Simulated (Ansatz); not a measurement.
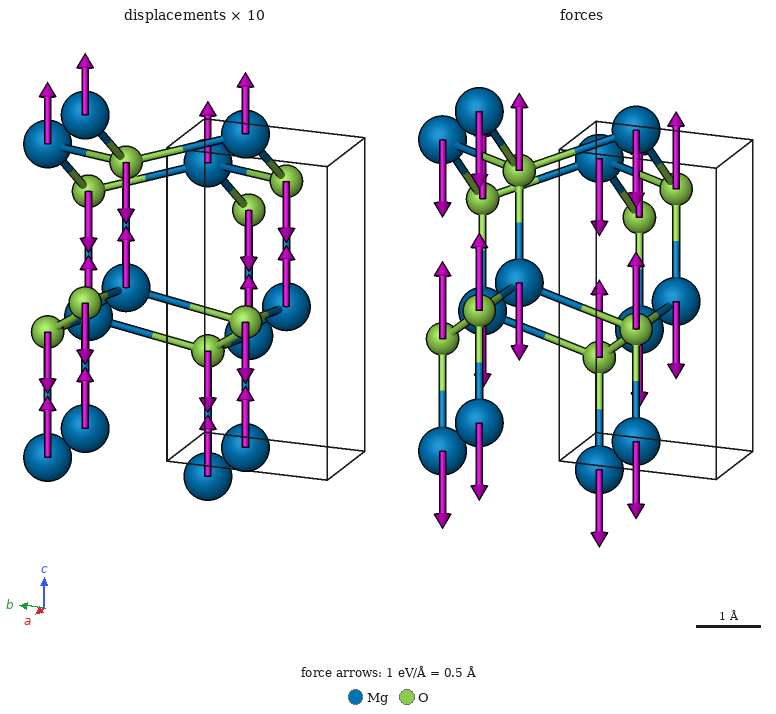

Left: a symmetric starting cell of MgO, with purple arrows for the displacements applied to it (without the part that the change of the cell carries along). Right: the displaced structure with the computed forces. Besides, the cell is strained by −0.7 % along c and −2.2 % across it (volume −5.0 %). The picture is a ball-and-stick view of the cell of the calculation, repeated 2 × 2 × 1 with one cell outlined, seen from a free direction.

Method: DFT PBEsol, scalar-relativistic, plane waves, PAW in Ansatz. Set-up: plane-wave cutoff 420 eV; k-point mesh 9 × 9 × 6; occupations gaussian; smearing width 0.02 eV; no spin polarisation.

**How do the forces relate to the distortion?**

Atoms are displaced by 0.10 Å relative to the cell. No relaxation follows. The starting cell wasn't computed here and needn't be at equilibrium, so pressure and forces aren't due to the change alone. The pressure is 11.9 GPa (not all of it need come from the change, since the unchanged cell can be under pressure at this level too). The principal stresses (compression positive) are 32.4 GPa along c and 1.6 GPa across it. The largest forces, 2.5 eV/Å, act on Mg and O. The forces point straight back along the displacements (cosine −1.00). Near-neighbour distances before and after: Mg–O 1.995 → 1.782 Å, Mg–O 1.973 → 1.992 Å. The space group stays P6_3mc (No. 186).
